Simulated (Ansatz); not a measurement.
# Ti: geometry relaxation (part 2 of 2)

Continued. System: Ti (slab, 14 atoms in the cell). Method: DFT PBEsol, scalar-relativistic, plane waves, PAW, no spin polarisation (Ansatz 0.2.0); cutoff 420 eV, 9×4×1 k-mesh, Gaussian smearing of 0.1 eV. The structure derives from an entry of the Crystallography Open Database. The input holds or restrains some coordinates. Forces given for the steps count only the free coordinates. It belongs to a series of runs on one base structure; here: clean surface, atoms relaxed.

Geometry of the input (Å; fractional positions):
```
2.9500  0.0000  0.0000
0.0000  6.9330  0.0000
0.0000  0.0000  29.5118
Ti 0.5000  0.5668  0.3050
Ti 0.0000  0.2479  0.3440
Ti 0.0000  0.8384  0.3635
Ti 0.5000  0.5195  0.4025
Ti 0.5000  0.1100  0.4220
Ti 0.0000  0.7911  0.4610
Ti 0.0000  0.3816  0.4805
Ti 0.5000  0.0626  0.5195
Ti 0.5000  0.6532  0.5390
Ti 0.0000  0.3342  0.5780
Ti 0.0000  0.9247  0.5975
Ti 0.5000  0.6058  0.6365
Ti 0.5000  0.1963  0.6560
Ti 0.0000  0.8774  0.6950
```

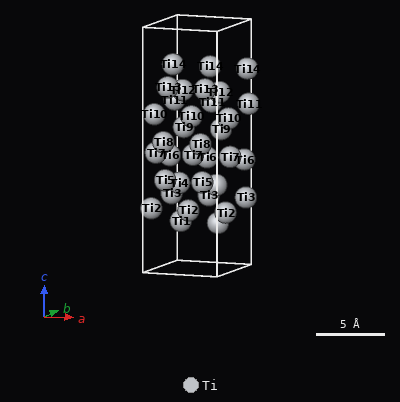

Figure 1. The geometry at step 2 of the log (spheres-only view of the 2 × 1 repeat of the cell, with the vacuum cut short, seen slightly off an axis; atoms are numbered from 1 in the order of the input).

### What the program printed, continued
```
SCF iter   1: F=—  HF=-34628.400280 eV  |F-HF|=—  |Δ(HF+E_count)|=         —  Δρ=6.31e-4  dr2=7.95e-3  ethr=5.81e-4  p=-0.004 e·Å  D=-1.09e-3 V/Å  ΔV_dip=0.03 eV  dr2_dipole=3.86e-4  V_vac-E_F(+/−)=3.60/3.57 eV  ⟨swp⟩=2.0  Hψ=2034  notcnv=0  defer=39
efield: sawtooth ramp at fractional position 0.9800 (handed on by an earlier solve), width 0.0400; the density the first Hamiltonian is built on has a dipole p = -0.004 e·Å; the dipole correction subtracts the counter field D = -1.09e-3 V/Å, which shifts the + side's vacuum level by +0.03 eV against the − side's; the planar-averaged density in the ramp window peaks in size at 2.5e-6 e/Å³
preconditioner: auto → LDOS  [metal: Δε(μ)=0.008 eV  Ē_g=2.168 eV  σ=0.100 eV  W_gap=0.04  n_scr=90 (ndim 8)  ℏωp=11.3 eV  f_vac=0.531  D(μ)=21.66/eV (n_scr^D=172)  β→1.0]
SCF iter   2: F=—  HF=-34628.400470 eV  |F-HF|=—  |Δ(HF+E_count)|=   1.90e-4  Δρ=3.59e-4  dr2=1.49e-3  ethr=4.73e-6  p=-0.003 e·Å  D=-8.52e-4 V/Å  ΔV_dip=0.03 eV  dr2_dipole=1.68e-6  V_vac-E_F(+/−)=3.59/3.57 eV  ⟨swp⟩=2.1  Hψ=2191  notcnv=0  defer=39
SCF iter   3: F=—  HF=-34628.400340 eV  |F-HF|=—  |Δ(HF+E_count)|=   1.30e-4  Δρ=1.04e-4  dr2=2.75e-4  ethr=8.89e-7  p=-0.003 e·Å  D=-9.75e-4 V/Å  ΔV_dip=0.03 eV  dr2_dipole=3.97e-5  V_vac-E_F(+/−)=3.60/3.57 eV  ⟨swp⟩=2.9  Hψ=2567  notcnv=0  defer=39
SCF iter   4: F=—  HF=-34628.400317 eV  |F-HF|=—  |Δ(HF+E_count)|=   2.35e-5  Δρ=3.02e-5  dr2=1.55e-5  ethr=1.64e-7  p=-0.003 e·Å  D=-9.55e-4 V/Å  ΔV_dip=0.03 eV  dr2_dipole=4.06e-6  V_vac-E_F(+/−)=3.60/3.57 eV  ⟨swp⟩=2.0  Hψ=1910  notcnv=0  defer=39
SCF iter   5: F=—  HF=-34628.400103 eV  |F-HF|=—  |Δ(HF+E_count)|=   2.14e-4  Δρ=1.05e-5  dr2=1.07e-6  ethr=9.23e-9  p=-0.003 e·Å  D=-9.53e-4 V/Å  ΔV_dip=0.03 eV  dr2_dipole=5.30e-10  V_vac-E_F(+/−)=3.60/3.57 eV  ⟨swp⟩=2.2  Hψ=1978  notcnv=0  defer=39
SCF iter   6: F=—  HF=-34628.400103 eV  |F-HF|=—  |Δ(HF+E_count)|=   2.60e-7  Δρ=4.17e-6  dr2=1.55e-7  ethr=6.37e-10  p=-0.003 e·Å  D=-9.54e-4 V/Å  ΔV_dip=0.03 eV  dr2_dipole=3.20e-9  V_vac-E_F(+/−)=3.60/3.57 eV  ⟨swp⟩=2.5  Hψ=2027  notcnv=0  defer=39
SCF iter   7: F=-34628.400103 eV  HF=-34628.400103 eV  |F-HF|=8.59e-9  |Δ(HF+E_count)|=   1.23e-7  Δρ=2.02e-6  dr2=3.75e-8  ethr=5.95e-11  p=-0.003 e·Å  D=-9.55e-4 V/Å  ΔV_dip=0.03 eV  dr2_dipole=1.97e-9  V_vac-E_F(+/−)=3.60/3.57 eV  ⟨swp⟩=13.7  Hψ=6125  notcnv=0
SCF 4 converged in 7 iterations: F = -34628.400103 eV  dr2 = 3.75e-8
relax step   4: F+E_penalty+E_count = -34628.40010319 eV  Δ(F+E_penalty+E_count) = -2.041e-3 eV  max|allowed force component| = 3.025e-2 eV/Å  Δτ_max = 0.0117 Å  (7 SCF iters, accepted)
SCF converged after 7 iterations
Free energy (F): -34628.400103 eV
Harris-Foulkes:  -34628.400103 eV  (|F-HF|=8.59e-9)
Internal energy: -34628.291715 eV  (E = F + TS)
E sigma→0 (E₀):  -34628.345909 eV
Entropy (-TS):   -0.108388 eV (-7.742 meV/atom)
Fermi energy:    3.248330 eV
Dipole field:    D = -0.000990 V/Å  (p = -0.003301 e·Å, saw-weighted, corrected)
Work function:   Φ+ = 3.5975 eV   Φ− = 3.5683 eV
Levels:          The Fermi level and band energies are counted from a zero that moves with the ramp; work functions are not
--- Per-component energies (eV) ---
  E_band       = -3885.718723
  E_kinetic    = 3800.428961
  E_local      = -232830.168809  (includes V_loc(G=0)·N_el)
  E_nonlocal   = 136.951591
  E_hartree    = 114542.172328
  E_xc         = -1344.425502
  E_vxc        = -1688.553011  (∫ρ·V_xc dr)
  E_paw        = -14315.903718  (= ΣΔE_a)
  E_vpaw       = -2388.736254  (= ΣTr[D̂ρ^β])
  E_aug_tail   = 0.001580  (compensation charges beyond the density's cutoff)
  E_efield     = 0.000002  (sawtooth field / dipole correction)
  E_vefield    = -0.015403  (∫n·V_field dr)
  E_ewald      = 95380.700472
  E_core_change = 1.951380  (= ΣΔE_core)
  E_smearing   = -0.108388  (= −TS)
  E_closure    = 0.000000  (closes the sum)
  Σ components = -34628.400103   (vs F -34628.400103, Δ=0.00e0)
--- Forces (eV/Å), atoms counted from 1 ---
  atom   1  Ti     0.00000000    -0.08708456     1.17663182
  atom   2  Ti     0.00000000     0.50755397     0.11732482
  atom   3  Ti     0.00000000    -0.63190887     0.25095957
  atom   4  Ti    -0.00000000     0.28251847    -0.45355100
  atom   5  Ti    -0.00000000    -0.04865327    -0.42357299
  atom   6  Ti    -0.00000000    -0.11745542    -0.38982314
  atom   7  Ti    -0.00000000     0.09072579    -0.28019823
  atom   8  Ti    -0.00000000     0.01453362    -0.00121011
  atom   9  Ti     0.00000000    -0.00156572     0.00153400
  atom  10  Ti     0.00000000    -0.00403187     0.00399581
  atom  11  Ti     0.00000000    -0.03024961    -0.02743822
  atom  12  Ti    -0.00000000     0.02834010     0.01304837
  atom  13  Ti     0.00000000    -0.00222691    -0.00076298
  atom  14  Ti    -0.00000000    -0.00045020     0.01310713
  max |Σ_I F_I| component: 4.55e-5 eV/Å
--- Band table (eV; the first three rows and the last of 15) ---
  k-point 0: bands = ["-53.5820", "-53.4528", "-53.4121", "-53.3527", "-53.3514", "-53.2805", "-53.2689", "-53.2347", "-53.1905", "-53.1741", "-53.1544", "-53.1399", "-53.1040", "-53.0643", "-30.1578", "-30.1116", "-29.9894", "-29.9560", "-29.9334", "-29.9054", "-29.8958", "-29.8672", "-29.8305", "-29.8204", "-29.7604", "-29.7357", "-29.7118", "-29.6983", "-29.6852", "-29.6735", "-29.6259", "-29.6257", "-29.5921", "-29.5581", "-29.5291", "-29.5243", "-29.4965", "-29.4817", "-29.4778", "-29.4637", "-29.4551", "-29.4320", "-29.4196", "-29.4169", "-29.3797", "-29.3754", "-29.3612", "-29.3555", "-29.3324", "-29.3230", "-29.3211", "-29.3138", "-29.2889", "-29.2746", "-29.2372", "-29.2171", "-2.6594", "-1.9042", "-0.9177", "0.0444", "0.1842", "0.1921", "0.4963", "0.5521", "0.7088", "0.8309", "0.9270", "1.1427", "1.2048", "1.3897", "1.7569", "2.0726", "2.2662", "2.3659", "2.5286", "2.7142", "2.7245", "2.7770", "2.9320", "3.1392", "3.2245", "3.2802", "3.4057", "3.5814", "3.6371", "3.6846", "3.7075", "3.7457", "3.8135", "3.8674", "3.9079", "3.9278", "4.0291", "4.0657", "4.0685", "4.1014", "4.1884", "4.2312", "4.2513", "4.2783", "4.3442"]
  k-point 1: bands = ["-53.5818", "-53.4517", "-53.4119", "-53.3547", "-53.3518", "-53.2770", "-53.2684", "-53.2346", "-53.1958", "-53.1806", "-53.1480", "-53.1393", "-53.1026", "-53.0638", "-30.1522", "-30.1036", "-29.9801", "-29.9703", "-29.9458", "-29.9361", "-29.9006", "-29.8601", "-29.8410", "-29.8037", "-29.7836", "-29.7351", "-29.7000", "-29.6975", "-29.6818", "-29.6239", "-29.6228", "-29.6035", "-29.5804", "-29.5559", "-29.5279", "-29.5224", "-29.5082", "-29.5059", "-29.4707", "-29.4697", "-29.4518", "-29.4366", "-29.4213", "-29.4187", "-29.3912", "-29.3781", "-29.3675", "-29.3613", "-29.3357", "-29.3312", "-29.3105", "-29.2940", "-29.2829", "-29.2813", "-29.2462", "-29.2203", "-2.4290", "-1.6963", "-0.8191", "-0.7582", "-0.2277", "0.1253", "0.4142", "0.6457", "0.7441", "0.8837", "1.0463", "1.1613", "1.3672", "1.5417", "1.8517", "2.1841", "2.2729", "2.3928", "2.4216", "2.6206", "2.6844", "2.8447", "2.9575", "3.0529", "3.2239", "3.3134", "3.3317", "3.5086", "3.5627", "3.6472", "3.7419", "3.8062", "3.8140", "3.8886", "3.9053", "3.9469", "4.0134", "4.0727", "4.0832", "4.1327", "4.1644", "4.2255", "4.2446", "4.2717", "4.3017"]
  k-point 2: bands = ["-53.5816", "-53.4505", "-53.4117", "-53.3567", "-53.3523", "-53.2725", "-53.2686", "-53.2345", "-53.2030", "-53.1829", "-53.1459", "-53.1375", "-53.1012", "-53.0633", "-30.1458", "-30.0937", "-29.9954", "-29.9724", "-29.9599", "-29.9370", "-29.9050", "-29.8630", "-29.8418", "-29.8164", "-29.7917", "-29.7276", "-29.6987", "-29.6968", "-29.6551", "-29.6197", "-29.6108", "-29.5863", "-29.5529", "-29.5435", "-29.5320", "-29.5277", "-29.5135", "-29.5023", "-29.4916", "-29.4583", "-29.4525", "-29.4398", "-29.4278", "-29.4226", "-29.4020", "-29.3829", "-29.3753", "-29.3718", "-29.3341", "-29.3298", "-29.3065", "-29.3059", "-29.2742", "-29.2715", "-29.2515", "-29.2244", "-1.7900", "-1.7648", "-1.1326", "-1.0753", "-0.3064", "-0.2144", "0.4736", "0.4921", "0.7181", "0.8710", "1.1544", "1.2534", "1.4988", "1.5980", "2.0293", "2.1060", "2.3017", "2.4729", "2.5140", "2.5953", "2.6847", "2.7467", "2.9017", "2.9685", "3.1917", "3.2350", "3.3930", "3.5429", "3.5942", "3.6284", "3.6922", "3.7780", "3.7956", "3.8827", "3.8935", "3.9066", "3.9950", "4.0374", "4.0967", "4.1229", "4.1634", "4.1643", "4.2227", "4.2351", "4.2958"]
  k-point 14: bands = ["-53.5445", "-53.3981", "-53.3763", "-53.3269", "-53.3133", "-53.2348", "-53.2309", "-53.1773", "-53.1715", "-53.1406", "-53.1284", "-53.1166", "-53.0754", "-53.0542", "-30.1058", "-30.0467", "-30.0210", "-29.9763", "-29.9676", "-29.9560", "-29.9108", "-29.8902", "-29.8550", "-29.8485", "-29.8332", "-29.8275", "-29.8209", "-29.8143", "-29.7950", "-29.7856", "-29.7752", "-29.7439", "-29.7162", "-29.7108", "-29.6833", "-29.6537", "-29.6198", "-29.6034", "-29.5922", "-29.5635", "-29.5401", "-29.5234", "-29.5103", "-29.5088", "-29.4822", "-29.4781", "-29.4722", "-29.4411", "-29.4200", "-29.4033", "-29.3778", "-29.3586", "-29.3487", "-29.3408", "-29.3060", "-29.2979", "0.6158", "0.6483", "0.9018", "1.0030", "1.0729", "1.1873", "1.2033", "1.2732", "1.3291", "1.4134", "1.4805", "1.5468", "1.6752", "1.7112", "1.9203", "1.9265", "1.9662", "2.0713", "2.3285", "2.3599", "2.4508", "2.4806", "2.6936", "2.7433", "2.8813", "2.9570", "3.0462", "3.1369", "3.1835", "3.2361", "3.3471", "3.3944", "3.5983", "3.6201", "3.6525", "3.7302", "3.8188", "3.8378", "3.8985", "3.9628", "4.0269", "4.0647", "4.2973", "4.3058", "4.4065"]
--- Relaxed structure (4 steps of the walk, 4 accepted, 0 SCFs on fresh bases) ---
  F+E_penalty+E_count = -34628.40010319 eV   max|allowed force component| = 3.025e-2 eV/Å
  atoms:
    - { symbol: Ti, position: [0.49999999999999994, 0.56684214, 0.3049625211] }
    - { symbol: Ti, position: [0.0, 0.24789479999999997, 0.3439700209] }
    - { symbol: Ti, position: [0.0, 0.8384211199999999, 0.3634737708] }
    - { symbol: Ti, position: [0.49999999999999994, 0.51947378, 0.40248126049999994] }
    - { symbol: Ti, position: [0.49999999999999994, 0.11000011, 0.4219850104] }
    - { symbol: Ti, position: [0.0, 0.79105276, 0.4609925002] }
    - { symbol: Ti, position: [0.0, 0.38157909, 0.4804962501] }
    - { symbol: Ti, position: [0.49999999999999994, 0.06101527051688393, 0.5167881968951578] }
    - { symbol: Ti, position: [0.49999999999999994, 0.6524192502658762, 0.5358746545100846] }
    - { symbol: Ti, position: [-3.225048116975159e-18, 0.3350594878878131, 0.5751112903694001] }
    - { symbol: Ti, position: [-6.721997792720964e-18, 0.9195825691423647, 0.5914665321806486] }
    - { symbol: Ti, position: [0.49999999999999994, 0.6135168036852761, 0.6288370996629626] }
    - { symbol: Ti, position: [0.49999999999999994, 0.18491495967932223, 0.6478399714234689] }
    - { symbol: Ti, position: [-1.4739939810794626e-17, 0.8749186557181045, 0.6817662499647137] }
```

### Trajectory as extended XYZ (Å, eV, eV/Å), 4 frames, from step=1 to step=4
```
14
Lattice="2.9500 0.0000 0.0000 0.0000 6.9330 0.0000 0.0000 0.0000 29.5118" Properties=species:S:1:pos:R:3:forces:R:3 step=1 energy=-34628.12466
Ti    1.4750    3.9299    9.0000    0.0000  -0.0762   1.1754
Ti    0.0000    1.7186   10.1512    0.0000   0.4976   0.1159
Ti    0.0000    5.8127   10.7268    0.0000  -0.6182   0.2694
Ti    1.4750    3.6015   11.8780    0.0000   0.2639  -0.4249
Ti    1.4750    0.7626   12.4535    0.0000  -0.0337  -0.2720
Ti    0.0000    5.4843   13.6047    0.0000  -0.1146  -0.1206
Ti    0.0000    2.6455   14.1803    0.0000   0.1527  -0.0136
Ti    1.4750    0.4342   15.3315    0.0000  -0.1527   0.0135
Ti    1.4750    4.5283   15.9071    0.0000   0.1146   0.1207
Ti    0.0000    2.3171   17.0583    0.0000   0.0337   0.2720
Ti    0.0000    6.4112   17.6339    0.0000  -0.2640   0.4249
Ti    1.4750    4.1999   18.7850    0.0000   0.6182  -0.2695
Ti    1.4750    1.3611   19.3606    0.0000  -0.4975  -0.1159
Ti    0.0000    6.0828   20.5118    0.0000   0.0761  -1.1755
14
Lattice="2.9500 0.0000 0.0000 0.0000 6.9330 0.0000 0.0000 0.0000 29.5118" Properties=species:S:1:pos:R:3:forces:R:3 step=2 energy=-34628.32196
Ti    1.4750    3.9299    9.0000    0.0000  -0.0802   1.1738
Ti    0.0000    1.7186   10.1512    0.0000   0.5030   0.1169
Ti    0.0000    5.8127   10.7268    0.0000  -0.6096   0.2722
Ti    1.4750    3.6015   11.8780    0.0000   0.2492  -0.4224
Ti    1.4750    0.7626   12.4535    0.0000  -0.0160  -0.2641
Ti    0.0000    5.4843   13.6047    0.0000  -0.1468  -0.0921
Ti    0.0000    2.6455   14.1803    0.0000   0.1120   0.0636
Ti    1.4750    0.4121   15.3392    0.0000   0.0214  -0.0066
Ti    1.4750    4.5433   15.9185    0.0000  -0.0586  -0.0841
Ti    0.0000    2.3221   17.0934    0.0000   0.0097  -0.0677
Ti    0.0000    6.3832   17.6494    0.0000   0.1300  -0.2742
Ti    1.4750    4.2660   18.7208    0.0000  -0.0704  -0.1336
Ti    1.4750    1.3085   19.3179    0.0000  -0.0134  -0.1637
Ti    0.0000    6.0852   20.3170    0.0000  -0.0314  -0.1166
14
Lattice="2.9500 0.0000 0.0000 0.0000 6.9330 0.0000 0.0000 0.0000 29.5118" Properties=species:S:1:pos:R:3:forces:R:3 step=3 energy=-34628.39806
Ti    1.4750    3.9299    9.0000    0.0000  -0.0859   1.1765
Ti    0.0000    1.7186   10.1512    0.0000   0.5071   0.1179
Ti    0.0000    5.8127   10.7268    0.0000  -0.6313   0.2514
Ti    1.4750    3.6015   11.8780    0.0000   0.2753  -0.4477
Ti    1.4750    0.7626   12.4535    0.0000  -0.0416  -0.4130
Ti    0.0000    5.4843   13.6047    0.0000  -0.1129  -0.3997
Ti    0.0000    2.6455   14.1803    0.0000   0.0751  -0.3006
Ti    1.4750    0.4179   15.2617    0.0000   0.0268  -0.0693
Ti    1.4750    4.5243   15.8089    0.0000  -0.0026   0.0466
Ti    0.0000    2.3185   16.9643    0.0000   0.0065   0.0749
Ti    0.0000    6.3813   17.4634    0.0000  -0.0615  -0.0130
Ti    1.4750    4.2458   18.5507    0.0000   0.0505   0.0257
Ti    1.4750    1.2834   19.1305    0.0000   0.0096  -0.0431
Ti    0.0000    6.0621   20.1236    0.0000  -0.0153  -0.0067
14
Lattice="2.9500 0.0000 0.0000 0.0000 6.9330 0.0000 0.0000 0.0000 29.5118" Properties=species:S:1:pos:R:3:forces:R:3 step=4 energy=-34628.40010
Ti    1.4750    3.9299    9.0000    0.0000  -0.0871   1.1766
Ti    0.0000    1.7186   10.1512    0.0000   0.5076   0.1173
Ti    0.0000    5.8127   10.7268    0.0000  -0.6319   0.2510
Ti    1.4750    3.6015   11.8780    0.0000   0.2825  -0.4536
Ti    1.4750    0.7626   12.4535    0.0000  -0.0487  -0.4236
Ti    0.0000    5.4843   13.6047    0.0000  -0.1175  -0.3898
Ti    0.0000    2.6455   14.1803    0.0000   0.0907  -0.2802
Ti    1.4750    0.4230   15.2514    0.0000   0.0145  -0.0012
Ti    1.4750    4.5232   15.8146    0.0000  -0.0016   0.0015
Ti    0.0000    2.3230   16.9726    0.0000  -0.0040   0.0040
Ti    0.0000    6.3754   17.4553    0.0000  -0.0302  -0.0274
Ti    1.4750    4.2535   18.5581    0.0000   0.0283   0.0130
Ti    1.4750    1.2820   19.1189    0.0000  -0.0022  -0.0008
Ti    0.0000    6.0658   20.1202    0.0000  -0.0004   0.0131
```

### Key numbers

```tsv
quantity	value
outcome	converged under the restraints of the input
electrons treated	168
free energy	−34628.4001 eV
work function, top face	3.60 eV
work function, bottom face	3.57 eV
Fermi energy	3.248 eV
gap on the k-point mesh	none (metallic)
final volume	603.58 Å³
work function (upper face)	3.60 eV
largest force (length of the vector) at the end, held atoms and coordinates included	1.180 eV/Å
hardware	2 threads of Intel Xeon @ 2.50GHz (Skylake/Cascade Lake), 64 GiB of memory available, shared host
wall time	3.5 min (CPU time 7 min)
peak memory	1.4 GiB
```
